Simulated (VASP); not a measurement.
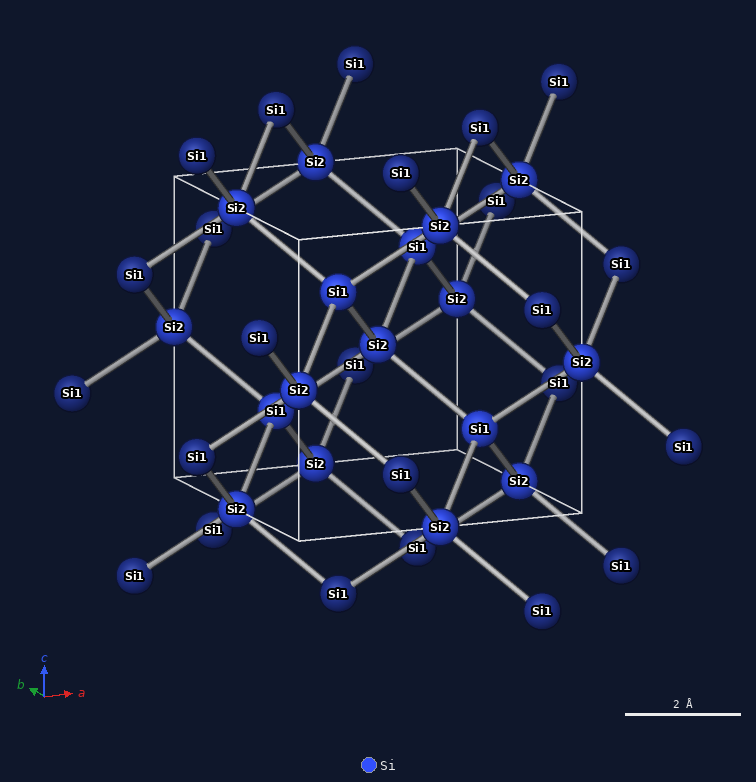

*The structure (ball-and-stick view of the cell 4 times as large as that of the calculation, set on its symmetry axes, seen slightly off an axis; neighbours outside the cell are drawn fainter; atoms are numbered from 1 in the order of the input). An atom can appear more than once, as a periodic image.*

Near neighbours in the periodic cell (some may lie outside the picture): Si has 4 Si at 2.34 Å.

## Band-structure run, with input and output: Si

System: Si (2 atoms in the cell).
Method: Kohn-Sham DFT of a periodic cell, LDA, VASP PAW LDA potentials, recommended, no spin polarisation (VASP 6.6.1).

The structure derives from an entry of the Crystallography Open Database.

**INCAR**
```
SYSTEM = Si
  PREC = Accurate
  ENCUT = 350
  EDIFF = 1E-7
  ISMEAR = 0
  SIGMA = 0.02
  LREAL = .False.
  LASPH = .True.
  NELM = 100
  ALGO = Normal
  ISIF = 2
  LWAVE = .False.
  LCHARG = .False.
```

**KPOINTS**
```
regular mesh
0
Gamma
  6 6 6
  0 0 0
```

**KPOINTS_OPT**
```
path GXWKGLUWLK,UX
15
line-mode
reciprocal
 0.0000000000  0.0000000000  0.0000000000  G
 0.5000000000  0.0000000000  0.5000000000  X

 0.5000000000  0.0000000000  0.5000000000  X
 0.5000000000  0.2500000000  0.7500000000  W

 0.5000000000  0.2500000000  0.7500000000  W
 0.3750000000  0.3750000000  0.7500000000  K

 0.3750000000  0.3750000000  0.7500000000  K
 0.0000000000  0.0000000000  0.0000000000  G

 0.0000000000  0.0000000000  0.0000000000  G
 0.5000000000  0.5000000000  0.5000000000  L

 0.5000000000  0.5000000000  0.5000000000  L
 0.6250000000  0.2500000000  0.6250000000  U

 0.6250000000  0.2500000000  0.6250000000  U
 0.5000000000  0.2500000000  0.7500000000  W

 0.5000000000  0.2500000000  0.7500000000  W
 0.5000000000  0.5000000000  0.5000000000  L

 0.5000000000  0.5000000000  0.5000000000  L
 0.3750000000  0.3750000000  0.7500000000  K

 0.6250000000  0.2500000000  0.6250000000  U
 0.5000000000  0.0000000000  0.5000000000  X
```

**POSCAR**
```
Si                                      
1.0
    0.0000000000      2.7017505687      2.7017505687
    2.7017505687      0.0000000000      2.7017505687
    2.7017505687      2.7017505687      0.0000000000
  Si            
     2
Direct
     0.7500000000000000    0.7500000000000000    0.7500000000000000
     0.5000000000000000    0.5000000000000000    0.5000000000000000
```

Launch command:
```bash
cat potpaw_LDA.64/Si/POTCAR > POTCAR
mpirun -np 1 vasp_std > vasp.out
```

**OSZICAR**
```
N       E                     dE             d eps       ncg     rms          rms(c)
DAV:   1     0.405011258751E+01    0.40501E+01   -0.28711E+03   256   0.604E+02
DAV:   2    -0.119702891942E+02   -0.16020E+02   -0.15841E+02   424   0.761E+01
DAV:   3    -0.121676827825E+02   -0.19739E+00   -0.19739E+00   344   0.108E+01
DAV:   4    -0.121683916014E+02   -0.70882E-03   -0.70882E-03   424   0.704E-01
DAV:   5    -0.121683920865E+02   -0.48505E-06   -0.48505E-06   336   0.138E-02    0.514E+00
DAV:   6    -0.119777609031E+02    0.19063E+00   -0.12965E-01   336   0.181E+00    0.309E+00
DAV:   7    -0.118913257872E+02    0.86435E-01   -0.22697E-01   296   0.244E+00    0.256E-01
DAV:   8    -0.118913715332E+02   -0.45746E-04   -0.66478E-03   280   0.613E-01    0.696E-02
DAV:   9    -0.118913558232E+02    0.15710E-04   -0.20555E-04   376   0.955E-02    0.599E-02
DAV:  10    -0.118913605947E+02   -0.47715E-05   -0.10273E-05   296   0.234E-02    0.351E-02
[... 51 further cycles ...]
DAV:   2     0.534037110724E+02   -0.24461E+03      384
DAV:   3     0.501494266290E+02   -0.32543E+01      360
DAV:   4     0.501410321813E+02   -0.83944E-02      480
DAV:   5     0.501410312966E+02   -0.88474E-06      352
DAV:   6     0.501410312949E+02   -0.16817E-08      448
       N       E                     dE             ncg
DAV:   1     0.255524141130E+04   -0.11911E+04       96
DAV:   2     0.246537236938E+04   -0.89869E+02      120
DAV:   3     0.246391858142E+04   -0.14538E+01      192
DAV:   4     0.246391826643E+04   -0.31499E-03      192
DAV:   5     0.246391826642E+04   -0.10842E-07      136
```

**Parts of OUTCAR**
```
SYSTEM = Si
   PREC = Accurate
   ENCUT = 350
   EDIFF = 1E-7
   ISMEAR = 0
   LREAL = .False.
   LASPH = .True.
   NELM = 100
   ISIF = 2

 ion  position               nearest neighbor table
   1  0.750  0.750  0.750-   2 2.34   2 2.34   2 2.34   2 2.34
   2  0.500  0.500  0.500-   1 2.34   1 2.34   1 2.34   1 2.34

  LATTYP: Found a face centered cubic cell.
 ALAT       =     5.4035011374

  Lattice vectors:

 A1 = (   0.0000000000,   2.7017505687,   2.7017505687)
 A2 = (   2.7017505687,   0.0000000000,   2.7017505687)
 A3 = (   2.7017505687,   2.7017505687,   0.0000000000)

Analysis of symmetry for initial positions (statically):
=====================================================================
 Subroutine PRICEL returns:
 Original cell was already a primitive cell.

 Routine SETGRP: Setting up the symmetry group for a
 face centered cubic supercell.

 Subroutine GETGRP returns: Found 48 space group operations
 (whereof 24 operations were pure point group operations)
 out of a pool of 48 trial point group operations.

The static configuration has the point symmetry T_d .
 The point group associated with its full space group is O_h .

Analysis of symmetry for dynamics (positions and initial velocities):
=====================================================================
 Subroutine PRICEL returns:
 Original cell was already a primitive cell.

 Routine SETGRP: Setting up the symmetry group for a
 face centered cubic supercell.

 Subroutine GETGRP returns: Found 48 space group operations
 (whereof 24 operations were pure point group operations)
 out of a pool of 48 trial point group operations.

The dynamic configuration has the point symmetry T_d .
 The point group associated with its full space group is O_h .

 Subroutine INISYM returns: Found 48 space group operations
 (whereof 24 operations are pure point group operations),
 and found     1 'primitive' translations

----------------------------------------------------------------------------------------

                                     Primitive cell

  volume of cell :      39.4426

  direct lattice vectors                    reciprocal lattice vectors
     0.000000000  2.701750569  2.701750569    -0.185065197  0.185065197  0.185065197
     2.701750569  0.000000000  2.701750569     0.185065197 -0.185065197  0.185065197
     2.701750569  2.701750569  0.000000000     0.185065197  0.185065197 -0.185065197

  length of vectors
     3.820852296  3.820852296  3.820852296     0.320542323  0.320542323  0.320542323

  position of ions in fractional coordinates (direct lattice)
     0.750000000  0.750000000  0.750000000
     0.500000000  0.500000000  0.500000000

  ion indices of the primitive-cell ions
   primitive index   ion index
                 1           1
                 2           2

----------------------------------------------------------------------------------------

 KPOINTS: regular mesh

Automatic generation of k-mesh.
 Grid dimensions read from file:
 generate k-points for:    6    6    6

 Generating k-lattice:

  Cartesian coordinates                     Fractional coordinates (reciprocal lattice)
    -0.030844199  0.030844199  0.030844199     0.166666667  0.000000000  0.000000000
     0.030844199 -0.030844199  0.030844199     0.000000000  0.166666667  0.000000000
     0.030844199  0.030844199 -0.030844199     0.000000000  0.000000000  0.166666667

  Length of vectors
     0.053423721  0.053423721  0.053423721

  Shift w.r.t. Gamma in fractional coordinates (k-lattice)
     0.000000000  0.000000000  0.000000000

 Subroutine IBZKPT returns following result:
 ===========================================

 Found     16 irreducible k-points:

 Following reciprocal coordinates:
            Coordinates               Weight
  0.000000  0.000000  0.000000      1.000000
  0.166667  0.000000  0.000000      8.000000
  0.333333  0.000000  0.000000      8.000000
  0.500000  0.000000  0.000000      4.000000
  0.166667  0.166667  0.000000      6.000000
  0.333333  0.166667  0.000000     24.000000
  0.500000  0.166667  0.000000     24.000000
 -0.333333  0.166667  0.000000     24.000000
 -0.166667  0.166667  0.000000     12.000000
  0.333333  0.333333  0.000000      6.000000
  0.500000  0.333333  0.000000     24.000000
 -0.333333  0.333333  0.000000     12.000000
  0.500000  0.500000  0.000000      3.000000
  0.500000  0.333333  0.166667     24.000000
 -0.333333  0.333333  0.166667     24.000000
 -0.333333  0.500000  0.166667     12.000000
   k-points           NKPTS =     16   k-points in BZ     NKDIM =     16   number of bands    NBANDS=      8
   number of dos      NEDOS =    301   number of ions     NIONS =      2
   total plane-waves  NPLWV =  13824
   dimension x,y,z NGX =    24 NGY =   24 NGZ =   24
   dimension x,y,z NGXF=    48 NGYF=   48 NGZF=   48
   ions per type =               2
   NGX,Y,Z   is equivalent  to a cutoff of  10.44, 10.44, 10.44 a.u.
   NGXF,Y,Z  is equivalent  to a cutoff of  20.88, 20.88, 20.88 a.u.
 SYSTEM =  Si
   PREC   = accura    normal or accurate (medium, high low for compatibility)
   ISTART =      0    job   : 0-new  1-cont  2-samecut
   ICHARG =      2    charge: 1-file 2-atom 10-const
   ISPIN  =      1    spin polarized calculation?
   LNONCOLLINEAR =      F non collinear calculations
   LSORBIT =      F    spin-orbit coupling
   LASPH  =      T    aspherical Exc in radial PAW
   ENCUT  =  350.0 eV  25.72 Ry    5.07 a.u.   5.83  5.83  5.83*2*pi/ulx,y,z
   NELM   =    100;   NELMIN=  2; NELMDL= -5     # of ELM steps
   EDIFF  = 0.1E-06   stopping-criterion for ELM
   LREAL  =      F    real-space projection
   EDIFFG = 0.1E-05   stopping-criterion for IOM
   NSW    =      0    number of steps for IOM
   IBRION =     -1    ionic relax: 0-MD 1-quasi-New 2-CG
   NFREE  =      0    steps in history (QN), initial steepest desc. (CG)
   ISIF   =      2    stress and relaxation
   ISYM   =      2    0-nonsym 1-usesym 2-fastsym
   POTIM  = 0.5000    time-step for ionic-motion
   TEBEG  =    0.0;   TEEND  =   0.0 temperature during run
   PSTRESS=    0.0 pullay stress
   NELECT =       8.0000    total number of electrons
   NUPDOWN=      -1.0000    fix difference up-down
   EMIN   =  10.00;   EMAX   =-10.00  energy-range for DOS
   EFERMI =   0.00;   METHOD = LEGACY
   ISMEAR =     0;   SIGMA  =   0.02  broadening in eV -4-tet -1-fermi 0-gaus
   EFERMI_NEDOS =   21; number of points for ismear=-14 and -15
   IALGO  =     38    algorithm
   IMIX   =      4    mixing-type and parameters
     AMIX     =   0.40;   BMIX     =  1.00
     AMIX_MAG =   1.60;   BMIX_MAG =  1.00
  volume/ion in A,a.u.               =      19.72       133.09
  Fermi-wavevector in a.u.,A,eV,Ry     =   0.961870  1.817670 12.588019  0.925193
  Thomas-Fermi vector in A             =   2.091279
   LORBIT       =      0    0 simple, 1 ext, 2 COOP (PROOUT), +10 PAW based schemes
   GGA     = CA    functional components
   LHFCALC =     F    Hartree Fock is set to
   AEXX    =    0.0000 exact exchange contribution
   IVDW    =     0    specifies the selected vdW correction
   LEPSILON=     F    determine dielectric tensor
   LRPA    =     F    only Hartree local field effects (RPA)
 non-spin polarized calculation
 Gauss-broadening in eV      SIGMA  =   0.02
  energy-cutoff  :      350.00
  volume of cell :       39.44
 maximum number of plane-waves:       598
   NGX = 11   NGY = 11   NGZ = 11

 number of electron       7.9999998 magnetization

 Free energy of the ion-electron system (eV)
  ---------------------------------------------------
  ext. energy  EPLUGINS =         0.00000000
  ---------------------------------------------------
  free energy    TOTEN  =       -11.89136058 eV

  energy without entropy =      -11.89136058  energy(sigma->0) =      -11.89136058

 E-fermi :   6.0327     XC(G=0):  -9.6596     alpha+bet :-12.2713

 val. band max:        5.9343486679   @ k =   0.0000   0.0000   0.0000
 cond. band min:       6.5048951974   @ k =   0.5000   0.5000   0.0000
 fundamental gap:      0.5705465295
 Fermi energy:         6.0327334268

 k-point     1 :       0.0000    0.0000    0.0000
  band No.  band energies     occupation
      1      -6.1298      2.00000
      2       5.9343      2.00000
      3       5.9343      2.00000
      4       5.9343      2.00000
      5       8.4623      0.00000
      6       8.4623      0.00000
      7       8.4623      0.00000
      8       9.3153      0.00000

 k-point     2 :       0.1667    0.0000    0.0000
  band No.  band energies     occupation
      1      -5.7636      2.00000
      2       3.5253      2.00000
      3       5.4765      2.00000
      4       5.4765      2.00000
      5       8.2422      0.00000
      6       9.1167      0.00000
      7       9.1167      0.00000
      8      11.3824      0.00000

 k-point     3 :       0.3333    0.0000    0.0000
  band No.  band energies     occupation
      1      -4.7317      2.00000
      2       0.5363      2.00000
      3       4.9228      2.00000
      4       4.9228      2.00000
      5       7.6424      0.00000
      6       9.3958      0.00000
      7       9.3958      0.00000
      8      13.6644      0.00000

 k-point     4 :       0.5000    0.0000    0.0000
  band No.  band energies     occupation
      1      -3.7519      2.00000
      2      -1.1309      2.00000
      3       4.7245      2.00000
      4       4.7245      2.00000
      5       7.4153      0.00000
      6       9.2167      0.00000
      7       9.2167      0.00000
      8      13.4641      0.00000

 k-point     5 :       0.1667    0.1667    0.0000
  band No.  band energies     occupation
      1      -5.6392      2.00000
      2       3.8950      2.00000
      3       4.7176      2.00000
      4       4.7176      2.00000
      5       7.5569      0.00000
      6      10.1873      0.00000
      7      10.2660      0.00000
      8      10.2660      0.00000

 k-point     6 :       0.3333    0.1667    0.0000
  band No.  band energies     occupation
      1      -4.8120      2.00000
      2       1.4631      2.00000
      3       3.9037      2.00000
      4       4.1592      2.00000
      5       7.8141      0.00000
      6       9.9466      0.00000
      7      10.4065      0.00000
      8      10.9896      0.00000

 k-point     7 :       0.5000    0.1667    0.0000
  band No.  band energies     occupation
      1      -3.5951      2.00000
      2      -0.7458      2.00000
      3       3.1068      2.00000
      4       4.1325      2.00000
      5       7.8859      0.00000
      6      10.0047      0.00000
      7      10.5183      0.00000
      8      12.3054      0.00000

 k-point     8 :      -0.3333    0.1667    0.0000
  band No.  band energies     occupation
      1      -3.9898      2.00000
      2      -0.1336      2.00000
      3       2.8267      2.00000
      4       4.6213      2.00000
      5       8.3176      0.00000
      6       9.9972      0.00000
      7      10.1250      0.00000
      8      13.1730      0.00000

 k-point     9 :      -0.1667    0.1667    0.0000
  band No.  band energies     occupation
      1      -5.1669      2.00000
      2       2.1926      2.00000
      3       3.4617      2.00000
      4       5.3662      2.00000
      5       8.9459      0.00000
      6       9.4635      0.00000
      7       9.7272      0.00000
      8      11.5447      0.00000

 k-point    10 :       0.3333    0.3333    0.0000
  band No.  band energies     occupation
      1      -4.1999      2.00000
      2       0.9065      2.00000
      3       3.4781      2.00000
      4       3.4781      2.00000
      5       6.5396      0.00000
      6       7.7974      0.00000
      7      13.1937      0.00000
      8      13.1937      0.00000

 k-point    11 :       0.5000    0.3333    0.0000
  band No.  band energies     occupation
      1      -3.0173      2.00000
      2      -0.6638      2.00000
      3       2.2183      2.00000
      4       3.3411      2.00000
      5       6.8696      0.00000
      6       8.5565      0.00000
      7      13.3745      0.00000
      8      13.4004      0.00000

 k-point    12 :      -0.3333    0.3333    0.0000
  band No.  band energies     occupation
      1      -2.8105      2.00000
      2      -0.8778      2.00000
      3       1.4134      2.00000
      4       3.7912      2.00000
      5       7.3857      0.00000
      6      11.6577      0.00000
      7      12.3996      0.00000
      8      12.9933      0.00000

 k-point    13 :       0.5000    0.5000    0.0000
  band No.  band energies     occupation
      1      -1.9303      2.00000
      2      -1.9303      2.00000
      3       3.0388      2.00000
      4       3.0388      2.00000
      5       6.5049      0.00000
      6       6.5049      0.00000
      7      16.0410      0.00000
      8      16.0410      0.00000

 k-point    14 :       0.5000    0.3333    0.1667
  band No.  band energies     occupation
      1      -3.8065      2.00000
      2       0.2633      2.00000
      3       2.2821      2.00000
      4       3.5904      2.00000
      5       8.7148      0.00000
      6       9.5479      0.00000
      7      10.1384      0.00000
      8      12.9867      0.00000

 k-point    15 :      -0.3333    0.3333    0.1667
  band No.  band energies     occupation
      1      -2.7994      2.00000
      2      -0.9587      2.00000
      3       1.8357      2.00000
      4       3.1098      2.00000
      5       9.1952      0.00000
      6       9.4406      0.00000
      7      11.9764      0.00000
      8      12.4265      0.00000

 k-point    16 :      -0.3333    0.5000    0.1667
  band No.  band energies     occupation
      1      -1.8027      2.00000
      2      -1.8027      2.00000
      3       2.2037      2.00000
      4       2.2037      2.00000
      5       8.5916      0.00000
      6       8.5916      0.00000
      7      12.6681      0.00000
      8      12.6681      0.00000

------------------------ aborting loop because EDIFF is reached ----------------------------------------

  FORCE on cell =-STRESS in cart. coord.  units (eV):
  Direction    XX          YY          ZZ          XY          YZ          ZX
  --------------------------------------------------------------------------------------
  -------------------------------------------------------------------------------------
  Total       -0.0007099     -0.0007099     -0.0007099      0.0000000      0.0000000      0.0000000
  in kB       -0.0288363     -0.0288363     -0.0288363      0.0000000      0.0000000      0.0000000
  external PRESSURE =      -0.0288363 kB  Pullay stress =       0.0000000 kB

 VOLUME and BASIS-vectors are now :
 -----------------------------------------------------------------------------
  energy-cutoff  :      350.00
  volume of cell :       39.44
      direct lattice vectors                 reciprocal lattice vectors
     0.000000000  2.701750569  2.701750569    -0.185065197  0.185065197  0.185065197
     2.701750569  0.000000000  2.701750569     0.185065197 -0.185065197  0.185065197
     2.701750569  2.701750569  0.000000000     0.185065197  0.185065197 -0.185065197

 POSITION                                       TOTAL-FORCE (eV/Angst)
 -----------------------------------------------------------------------------------
      4.05263      4.05263      4.05263         0.000000      0.000000      0.000000
      2.70175      2.70175      2.70175        -0.000000     -0.000000     -0.000000
 -----------------------------------------------------------------------------------
    total drift:                                0.000000      0.000000      0.000000

  FREE ENERGIE OF THE ION-ELECTRON SYSTEM (eV)
  ---------------------------------------------------
  free  energy   TOTEN  =       -11.8913605758 eV

  energy  without entropy=      -11.8913605758  energy(sigma->0) =      -11.89136058
```

**CONTCAR**
```
Si
   1.00000000000000
     0.0000000000000000    2.7017505687000001    2.7017505687000001
     2.7017505687000001    0.0000000000000000    2.7017505687000001
     2.7017505687000001    2.7017505687000001    0.0000000000000000
  Si
     2
Direct
     0.7500000000000000    0.7500000000000000    0.7500000000000000
     0.5000000000000000    0.5000000000000000    0.5000000000000000

  0.00000000E+00  0.00000000E+00  0.00000000E+00
  0.00000000E+00  0.00000000E+00  0.00000000E+00
```

**Key numbers**

```json
{"quantity": "outcome", "value": "converged"}
{"quantity": "space group (tolerance 0.01 Å)", "value": "Fd-3m (227)"}
{"quantity": "electrons treated", "value": "8"}
{"quantity": "free energy", "value": "−11.8914 eV"}
{"quantity": "gap on the k-point mesh", "value": "0.57 eV"}
{"quantity": "gap on the band path", "value": "0.44 eV"}
{"quantity": "pressure", "value": "0.00 GPa"}
{"quantity": "largest force (length of the vector)", "value": "under 0.001 eV/Å"}
{"quantity": "hardware", "value": "1 thread of AMD EPYC (Zen 3), 360 GiB of memory available, shared host"}
{"quantity": "wall time", "value": "18 s"}
{"quantity": "peak memory", "value": "0.08 GiB"}
```
